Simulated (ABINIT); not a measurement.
# Optical-spectrum calculation, with input and output: BAs$_{2}$ (part 2 of 2)

BAs$_{2}$ (3 atoms in the cell); Kohn-Sham DFT of a periodic cell, LDA, HGH LDA, no spin polarisation (ABINIT 10.8.3); cutoff 653.07 eV, 12×12×4 k-mesh, fermi-dirac of 0.05 eV. The structure was made by swapping elements on the sites of another compound; it need not be a known phase. The geometry was changed: volume scaled by 0.92.

Geometry of the input (Å; fractional positions):
```
2.5672  0.0000  0.0000
-1.2836  2.2233  0.0000
0.0000  0.0000  11.9188
B  0.0000  0.0000  0.0000
As 0.6667  0.3333  0.9196
As 0.3333  0.6667  0.0804
```

**Output, continued**
```
--- !ResultsGS
iteration_state: {dtset: 1, }
comment   : Summary of ground state results
lattice_vectors:
- [  4.8513338,   0.0000000,   0.0000000, ]
- [ -2.4256669,   4.2013783,   0.0000000, ]
- [  0.0000000,   0.0000000,  22.5232858, ]
lattice_lengths: [   4.85133,    4.85133,   22.52329, ]
lattice_angles: [ 90.000,  90.000, 120.000, ] # degrees, (23, 13, 12)
lattice_volume:   4.5907612E+02
convergence: {deltae:  8.367E-13, res2:  9.575E-13, residm:  6.618E-07, diffor: null, }
etotal    :  -1.51915187E+01
entropy   :   0.00000000E+00
fermie    :   1.33201158E-01
cartesian_stress_tensor: # hartree/bohr^3
- [ -2.80873411E-03,  -1.62628264E-14,   0.00000000E+00, ]
- [ -1.62628264E-14,  -2.80873411E-03,   0.00000000E+00, ]
- [  0.00000000E+00,   0.00000000E+00,  -2.51217769E-03, ]
pressure_GPa:   7.9727E+01
xred      :
- [  0.0000E+00,   0.0000E+00,   0.0000E+00,  B]
- [  6.6667E-01,   3.3333E-01,   9.1957E-01, As]
- [  3.3333E-01,   6.6667E-01,   8.0435E-02, As]
cartesian_forces: # hartree/bohr
- [ -1.30247495E-26,  -7.51984266E-27,  -1.85037171E-17, ]
- [  4.73627256E-27,   1.09379530E-26,  -3.23075136E-01, ]
- [  8.28847698E-27,  -3.41811030E-27,   3.23075136E-01, ]
force_length_stats: {min:   1.85037171E-17, max:   3.23075136E-01, mean:   2.15383424E-01, }
...

 Integrated electronic density in atomic spheres:
 ------------------------------------------------
 Atom  Sphere_radius  Integrated_density
    1        2.00000          4.34039564
    2        2.00000          3.01866744
    3        2.00000          3.01866744
================================================================================

 ----iterations are completed or convergence reached----

 Mean square residual over all n,k,spin=   16.011E-10; max=  66.184E-08
 reduced coordinates (array xred) for    3 atoms
       0.000000000000      0.000000000000      0.000000000000
       0.666666666667      0.333333333333      0.919565140000
       0.333333333333      0.666666666667      0.080434860000
 rms dE/dt=  3.4303E+00; max dE/dt=  7.2767E+00; dE/dt below (all hartree)
    1       0.000000000000      0.000000000000      0.000000000000
    2      -0.000000000000     -0.000000000000      7.276713647104
    3      -0.000000000000      0.000000000000     -7.276713647104

 cartesian coordinates (angstrom) at end:
    1      0.00000000000000     0.00000000000000     0.00000000000000
    2      1.28360764799328     0.74109122051582    10.96012179638778
    3     -0.00000000001344     1.48218244103164     0.95868777961222

 cartesian forces (hartree/bohr) at end:
    1     -0.00000000000000    -0.00000000000000    -0.00000000000000
    2      0.00000000000000     0.00000000000000    -0.32307513641763
    3      0.00000000000000    -0.00000000000000     0.32307513641763
 frms,max,avg= 1.5229908E-01 3.2307514E-01   0.000E+00  0.000E+00  0.000E+00 h/b

 cartesian forces (eV/Angstrom) at end:
    1     -0.00000000000000    -0.00000000000000    -0.00000000000000
    2      0.00000000000000     0.00000000000000   -16.61319147605690
    3      0.00000000000000    -0.00000000000000    16.61319147605690
 frms,max,avg= 7.8315336E+00 1.6613191E+01   0.000E+00  0.000E+00  0.000E+00 e/A
 length scales=  4.851333815681  4.851333812847 22.523285845487 bohr
              =  2.567215296000  2.567215294500 11.918809576000 angstroms
 Fermi (or HOMO) energy (hartree) =   0.13320   Average Vxc (hartree)=  -0.22327
 Eigenvalues (hartree) for nkpt=  62  k points:
 kpt#   1, nband= 11, wtk=  0.00347, kpt=  0.0000  0.0000  0.1250 (reduced coord)
  -0.76658   -0.51325   -0.19807    0.02279    0.06576    0.06576    0.23712    0.26637
   0.26637    0.29179    0.35032
      occupation numbers for kpt#   1
   2.00000    2.00000    2.00000    2.00000    2.00000    2.00000    0.00000    0.00000
   0.00000    0.00000    0.00000
 prteigrs : prtvol=0 or 1, do not print more k-points.

--- !EnergyTerms
iteration_state     : {dtset: 1, }
comment             : Components of total free energy in Hartree
kinetic             :  8.74345589208870E+00
hartree             :  4.63031527337962E+01
xc                  : -4.89262412382546E+00
Ewald energy        :  3.21697964176646E+01
psp_core            :  4.66251150527765E-01
local_psp           : -9.99143784333737E+01
non_local_psp       :  1.93319659948731E+00
internal            : -1.51911497636346E+01
'-kT*entropy'       : -3.68925406431434E-04
total_energy        : -1.51915186890410E+01
total_energy_eV     : -4.13382282710533E+02
band_energy         : -3.02440906204725E+00
...

 Cartesian components of stress tensor (hartree/bohr^3)
  sigma(1 1)= -2.80873411E-03  sigma(3 2)=  0.00000000E+00
  sigma(2 2)= -2.80873411E-03  sigma(3 1)=  0.00000000E+00
  sigma(3 3)= -2.51217769E-03  sigma(2 1)= -1.62628264E-14

-Cartesian components of stress tensor (GPa)         [Pressure=  7.9727E+01 GPa]
- sigma(1 1)= -8.26358105E+01  sigma(3 2)=  0.00000000E+00
- sigma(2 2)= -8.26358106E+01  sigma(3 1)=  0.00000000E+00
- sigma(3 3)= -7.39108193E+01  sigma(2 1)= -4.78468871E-10

================================================================================
== DATASET  2 ==================================================================

--- !DatasetInfo
iteration_state: {dtset: 2, }
dimensions: {natom: 3, nkpt: 62, mband: 16, nsppol: 1, nspinor: 1, nspden: 1, mpw: 2624, }
cutoff_energies: {ecut:  24.0, pawecutdg:  -1.0, }
electrons: {nelect:   1.30000000E+01, charge:   0.00000000E+00, occopt:   3.00000000E+00, tsmear:   1.83747000E-03, }
meta: {optdriver: 0, ionmov: 0, optcell: 0, iscf: -3, paral_kgb: 0, }
...

 mkfilename : getden/=0, take file _DEN from output of DATASET   1.

 Exchange-correlation functional for the present dataset will be:
  LDA: Perdew-Wang 92 LSD fit to Ceperley-Alder data - ixc=7
  J.P.Perdew and Y.Wang, PRB 45, 13244 (1992)

 Real(R)+Recip(G) space primitive vectors, cartesian coordinates (Bohr,Bohr^-1):
 R(1)=  4.8513338  0.0000000  0.0000000  G(1)=  0.2061289  0.1190086  0.0000000
 R(2)= -2.4256669  4.2013783  0.0000000  G(2)=  0.0000000  0.2380171  0.0000000
 R(3)=  0.0000000  0.0000000 22.5232858  G(3)=  0.0000000  0.0000000  0.0443985
 Unit cell volume ucvol=  4.5907612E+02 bohr^3
 Angles (23,13,12)=  9.00000000E+01  9.00000000E+01  1.20000000E+02 degrees

 getcut: wavevector=  0.0000  0.0000  0.0000  ngfft=  24  24 100
         ecut(hartree)=     24.000   => boxcut(ratio)=   2.01325
--------------------------------------------------------------------------------

================================================================================

--- !BeginCycle
iteration_state: {dtset: 2, }
solver: {iscf: -3, nstep: 120, nline: 4, wfoptalg: 0, }
tolerances: {tolwfr: 1.00E-12, }
...

     iter   Etot(hartree)      deltaE(h)  residm     vres2
 Non-SCF case, kpt    1 (  0.00000  0.00000  0.12500), residuals and eigenvalues=
  2.41E-13  7.97E-13  4.12E-13  2.37E-13  6.82E-13  2.41E-13  4.37E-13  6.54E-13
  9.65E-13  1.77E-13  7.77E-13  2.55E-13  3.32E-12  4.28E-10  8.30E-12  6.12E-10
 -7.6658E-01 -5.1325E-01 -1.9807E-01  2.2791E-02  6.5764E-02  6.5764E-02
  2.3712E-01  2.6637E-01  2.6637E-01  2.9179E-01  3.5032E-01  4.7749E-01
  5.0983E-01  5.3166E-01  5.3248E-01  5.3248E-01
 prteigrs : prtvol=0 or 1, do not print more k-points.

--- !ResultsGS
iteration_state: {dtset: 2, }
comment   : Summary of ground state results
lattice_vectors:
- [  4.8513338,   0.0000000,   0.0000000, ]
- [ -2.4256669,   4.2013783,   0.0000000, ]
- [  0.0000000,   0.0000000,  22.5232858, ]
lattice_lengths: [   4.85133,    4.85133,   22.52329, ]
lattice_angles: [ 90.000,  90.000, 120.000, ] # degrees, (23, 13, 12)
lattice_volume:   4.5907612E+02
convergence: {deltae:  0.000E+00, res2:  0.000E+00, residm:  9.997E-13, diffor:  0.000E+00, }
etotal    :  -1.51915187E+01
entropy   :   0.00000000E+00
fermie    :   1.33201160E-01
cartesian_stress_tensor: null
pressure_GPa: null
xred      :
- [  0.0000E+00,   0.0000E+00,   0.0000E+00,  B]
- [  6.6667E-01,   3.3333E-01,   9.1957E-01, As]
- [  3.3333E-01,   6.6667E-01,   8.0435E-02, As]
cartesian_forces: null
force_length_stats: {min: null, max: null, mean: null, }
...

 Integrated electronic density in atomic spheres:
 ------------------------------------------------
 Atom  Sphere_radius  Integrated_density
    1        2.00000          4.34039538
    2        2.00000          3.01866757
    3        2.00000          3.01866757
================================================================================

 ----iterations are completed or convergence reached----

 Mean square residual over all n,k,spin=   49.979E-14; max=  99.975E-14
 reduced coordinates (array xred) for    3 atoms
       0.000000000000      0.000000000000      0.000000000000
       0.666666666667      0.333333333333      0.919565140000
       0.333333333333      0.666666666667      0.080434860000

 cartesian coordinates (angstrom) at end:
    1      0.00000000000000     0.00000000000000     0.00000000000000
    2      1.28360764799328     0.74109122051582    10.96012179638778
    3     -0.00000000001344     1.48218244103164     0.95868777961222
 length scales=  4.851333815681  4.851333812847 22.523285845487 bohr
              =  2.567215296000  2.567215294500 11.918809576000 angstroms
 Eigenvalues (hartree) for nkpt=  62  k points:
 kpt#   1, nband= 16, wtk=  0.00347, kpt=  0.0000  0.0000  0.1250 (reduced coord)
  -0.76658   -0.51325   -0.19807    0.02279    0.06576    0.06576    0.23712    0.26637
   0.26637    0.29179    0.35032    0.47749    0.50983    0.53166    0.53248    0.53248
      occupation numbers for kpt#   1
   2.00000    2.00000    2.00000    2.00000    2.00000    2.00000    0.00000    0.00000
   0.00000    0.00000    0.00000    0.00000    0.00000    0.00000    0.00000    0.00000
 prteigrs : prtvol=0 or 1, do not print more k-points.

--- !EnergyTerms
iteration_state     : {dtset: 2, }
comment             : Components of total free energy in Hartree
kinetic             :  8.74345544525071E+00
hartree             :  4.63031527337962E+01
xc                  : -4.89262412382546E+00
Ewald energy        :  3.21697964176646E+01
psp_core            :  4.66251150527765E-01
local_psp           : -9.99143784333737E+01
non_local_psp       :  1.93319664157062E+00
internal            : -1.51911501683892E+01
'-kT*entropy'       : -3.68925443911864E-04
total_energy        : -1.51915190938332E+01
...

--- !EnergyTermsDC
iteration_state     : {dtset: 2, }
comment             : '"Double-counting" decomposition of free energy'
band_energy         : -3.02440906081405E+00
Ewald energy        :  3.21697964176646E+01
psp_core            :  4.66251150527765E-01
xc_dc               : -4.48027882710271E+01
internal            : -1.51911497636488E+01
'-kT*entropy'       : -3.68925443911864E-04
total_energy_dc     : -1.51915186890927E+01
...

================================================================================
== DATASET  3 ==================================================================

--- !DatasetInfo
iteration_state: {dtset: 3, }
dimensions: {natom: 3, nkpt: 62, mband: 12, nsppol: 1, nspinor: 1, nspden: 1, mpw: 2624, }
cutoff_energies: {ecut:  24.0, pawecutdg:  -1.0, }
electrons: {nelect:   1.30000000E+01, charge:   0.00000000E+00, occopt:   3.00000000E+00, tsmear:   1.83747000E-03, }
meta: {optdriver: 8, wfk_task: 7, }
...

 mkfilename : getwfk/=0, take file _WFK from output of DATASET   2.

 Exchange-correlation functional for the present dataset will be:
  LDA: Perdew-Wang 92 LSD fit to Ceperley-Alder data - ixc=7
  J.P.Perdew and Y.Wang, PRB 45, 13244 (1992)

--------------------------------------------------------------------------------

 Computation of velocity matrix elements (DDK)

 Parameters extracted from the Abinit header:
    ecut:     24.0
    nkpt:    576
    mband:   16
    nsppol:  1
    nspinor: 1
    useylm:  0
    inclvkb: 2
    bmin: 1, bmax: 16
    Computing diagonal and off-diagonal matrix elements
    Between band index bmin: 1, bmax: 16

== END DATASET(S) ==============================================================
================================================================================

 -outvars: echo values of variables after computation  --------
            acell      4.8513338157E+00  4.8513338128E+00  2.2523285845E+01 Bohr
           etotal1    -1.5191518689E+01
           etotal2    -1.5191518689E+01
           etotal3     0.0000000000E+00
            fcart1    -1.3024749544E-26 -7.5198426614E-27 -1.8503717077E-17
                       4.7362725614E-27  1.0937952962E-26 -3.2307513642E-01
                       8.2884769825E-27 -3.4181103005E-27  3.2307513642E-01
            fcart3     0.0000000000E+00  0.0000000000E+00  0.0000000000E+00
                       0.0000000000E+00  0.0000000000E+00  0.0000000000E+00
                       0.0000000000E+00  0.0000000000E+00  0.0000000000E+00
            rprim      1.0000000000E+00  0.0000000000E+00  0.0000000000E+00
                      -5.0000000030E-01  8.6602540360E-01  0.0000000000E+00
                       0.0000000000E+00  0.0000000000E+00  1.0000000000E+00
           strten1    -2.8087341101E-03 -2.8087341130E-03 -2.5121776871E-03
                       0.0000000000E+00  0.0000000000E+00 -1.6262826359E-14
           strten3     0.0000000000E+00  0.0000000000E+00  0.0000000000E+00
                       0.0000000000E+00  0.0000000000E+00  0.0000000000E+00
           xangst      0.0000000000E+00  0.0000000000E+00  0.0000000000E+00
                       1.2836076480E+00  7.4109122052E-01  1.0960121796E+01
                      -1.3442874736E-11  1.4821824410E+00  9.5868777961E-01
             xred      0.0000000000E+00  0.0000000000E+00  0.0000000000E+00
                       6.6666666667E-01  3.3333333333E-01  9.1956514000E-01
                       3.3333333333E-01  6.6666666667E-01  8.0434860000E-02
 Calculation completed.
```

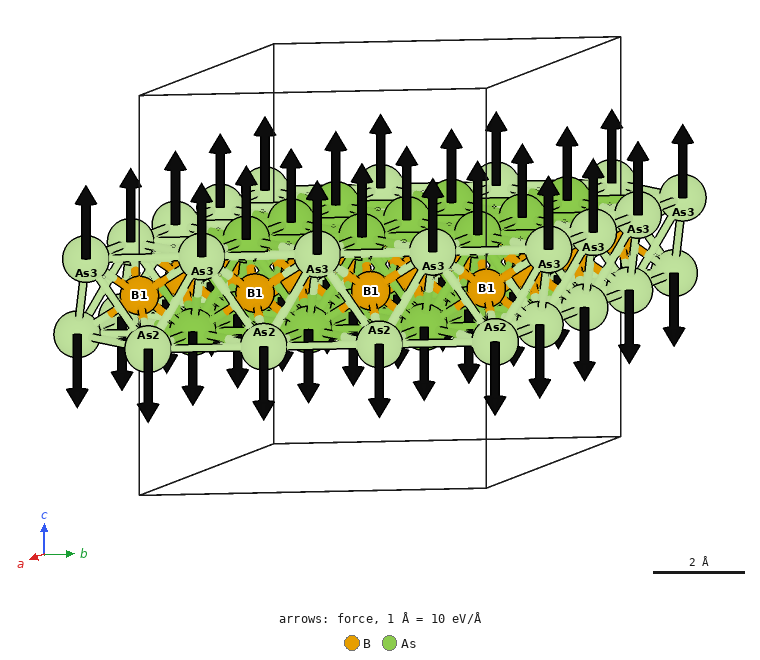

Fig. 1: Forces on the atoms as black arrows (ball-and-stick view of the 3 × 3 repeat of the cell, with the vacuum cut short, seen slightly off an axis; neighbours outside the cell are drawn fainter; atoms are numbered from 1 in the order of the input). The largest act on As2, As3 (16.61 eV/Å). The geometry is not a stationary point of this energy.

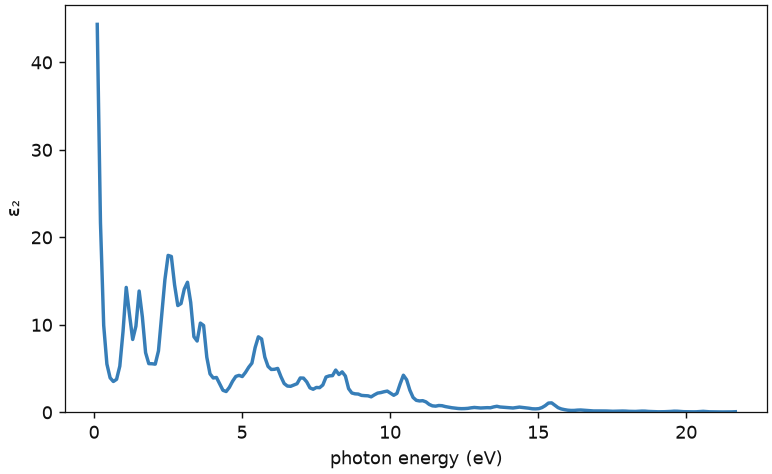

Fig. 2: Imaginary part of the dielectric function (first component that the program prints). The highest peak, 44.3, lies at 0.11 eV.
